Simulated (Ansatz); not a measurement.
# WS$_{2}$: what the fields show

```
W S
1.0
    -3.14578    0.00000    0.00000
     0.00000   -5.44864    0.00000
     0.76290    0.00000   16.95342
W S
2 4
Cartesian
  0.0000 -3.6324 0.0000
  -1.5729 -0.9081 0.0000
  -0.8100 -4.5405 15.3864
  -2.3829 -1.8162 15.3864
  -1.5729 -4.5405 1.5670
  0.0000 -1.8162 1.5670
```

Space group C2; a structure from a database of computed crystals, not necessarily the ambient phase.

All numbers below come from DFT PBEsol, scalar-relativistic, plane waves, PAW in Ansatz 0.2.0.

The density is the valence pseudo-density of a PAW calculation; it isn't the true density close to the nuclei.

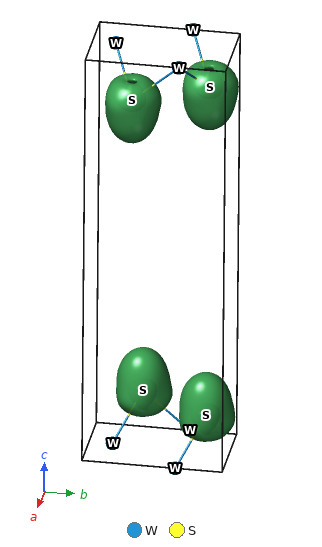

Figure 1. Isosurface of the electron localisation function at 0.7 (green), seen at an oblique angle. Core shells and regions of very low density are left out. Sticks mark near contacts.

### Identify the bonds, lone pairs and shells in this picture.

The ELF exceeds this value in four regions wrapped around S (the valence shell of each), counted in one cell of 6 atoms. Regions shared between cells count once.


W–S (2.40 Å): the ELF peaks at about 0.85 in the valence shell of S, 0.8 Å from its nucleus, and is about 0.50 at the midpoint.

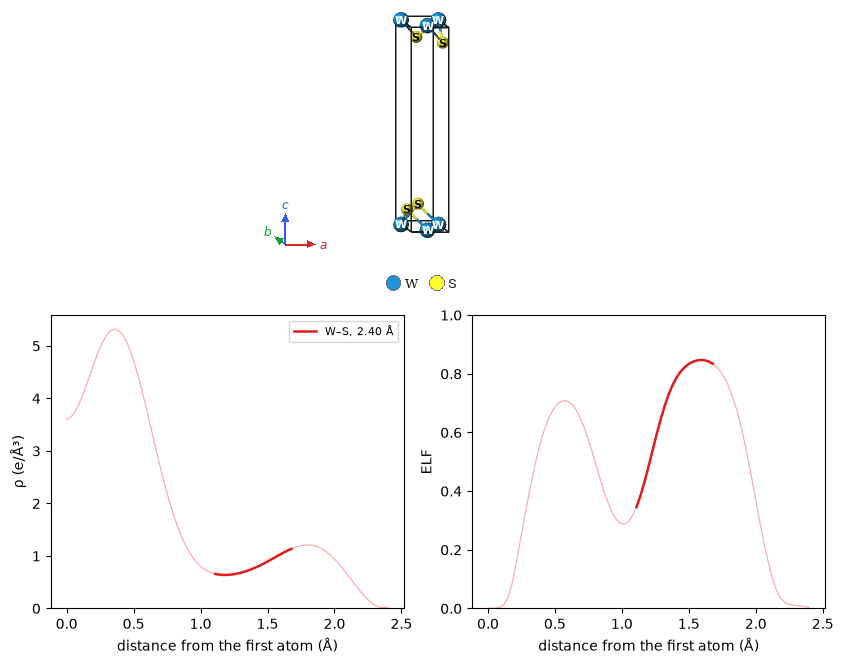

Figure 2. Valence pseudo-density and electron localisation function along straight lines between neighbouring atoms. Thin, pale parts lie inside the atomic spheres. The structure is drawn too.

### What can be read from the curves?

W–S (2.40 Å): ρ at the midpoint is about 0.64 e/Å³; the ELF peaks at about 0.85 in the valence shell of S, 0.8 Å from its nucleus, and is about 0.50 at the midpoint.

### Metal or insulator at this level of theory?

It is gapped, with a Kohn–Sham gap of 1.9 eV on the k-point mesh, an upper bound to the gap of this method.
